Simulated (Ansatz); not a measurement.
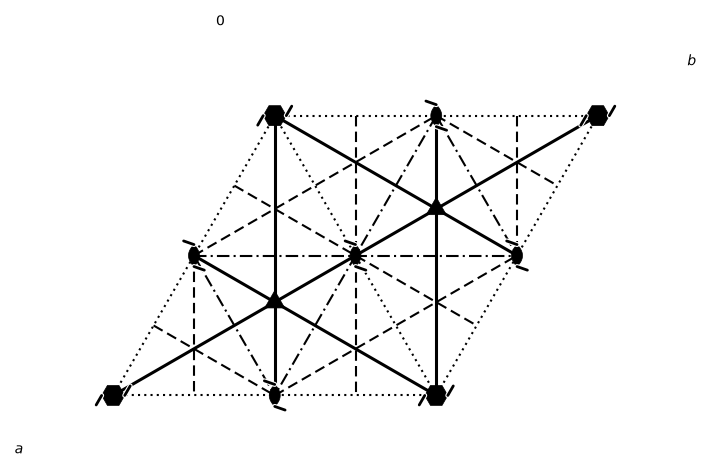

Symmetry elements of a space group, projected down c, computed from the operations of a computed or model structure of composition MgTe.

Graphical symbols as in the International Tables (origin upper left, heights as fractions; handed screw axes are marked by their printed symbols).

**Which space group is it?**

P6_3mc (No. 186); primitive hexagonal, point group 6mm, 12 general positions a cell.

**List the elements shown.**

6₃ axes along c at (0, 0); 3 axes along c at (1/3, 2/3), (2/3, 1/3); 2₁ axes along c at (0, 1/2), (1/2, 0), (1/2, 1/2); mirror planes holding c and [1 2 0] or [2 1 0] or [−1 1 0]; in-plane glide planes holding c and [1 2 0] or [2 1 0] or [−1 1 0]; c glide planes normal to a*, at x = 0; n glide planes normal to a*, at x = 1/2; c glide planes normal to b*, at y = 0; n glide planes normal to b*, at y = 1/2; c glide planes holding c and [1 1 0]; diagonal glide planes holding c and [1 1 0]. Heights repeat every half period; positions are (a, b) fractions, modulo 1.

**Write the general positions (in any order).**

x, y, z; x−y, x, z+1/2; −y, x−y, z; −x, −y, z+1/2; −x+y, −x, z; y, −x+y, z+1/2; y, x, z+1/2; x, x−y, z; x−y, −y, z+1/2; −y, −x, z; −x, −x+y, z+1/2; −x+y, y, z
